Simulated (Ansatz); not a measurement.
A structure file:

```xyz
3
Lattice="-1.8929 -1.8929 0.0000 0.0000 0.0000 3.7833 -1.8928 3.7856 -1.8917" Properties=species:S:1:pos:R:3 pbc="T T T"
Ru    0.0000    0.0000    0.0000
Ru   -1.8928    1.8928    0.0000
Ru   -1.8928    0.0000    1.8917
```

Q: Characterise the structure given above.

A: The element is ruthenium. Within 0.01 Å the space group is Fm-3m (No. 225), face-centred cubic: face-centred cubic (Cu type). The cell holds three atoms. Ru is linked to twelve Ru in a cuboctahedral arrangement at 2.68 Å. The bonds build a three-dimensional framework.

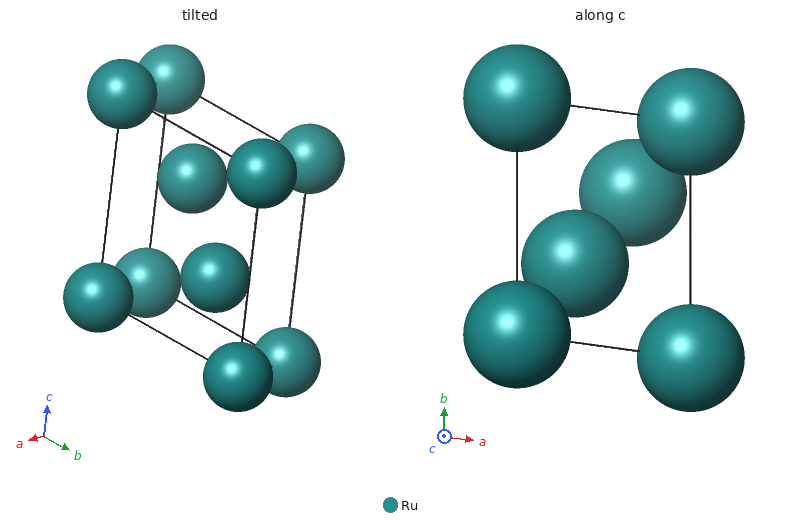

Spheres-only drawing of the structure, looking slightly off an axis and along the c axis. The parallelepiped is the unit cell.

The model was built from a structure listed in the Materials Project, with elements exchanged, so it need not be a known form of the compound. The geometry was optimised with Ansatz, DFT r2SCAN, scalar-relativistic, plane waves, PAW.
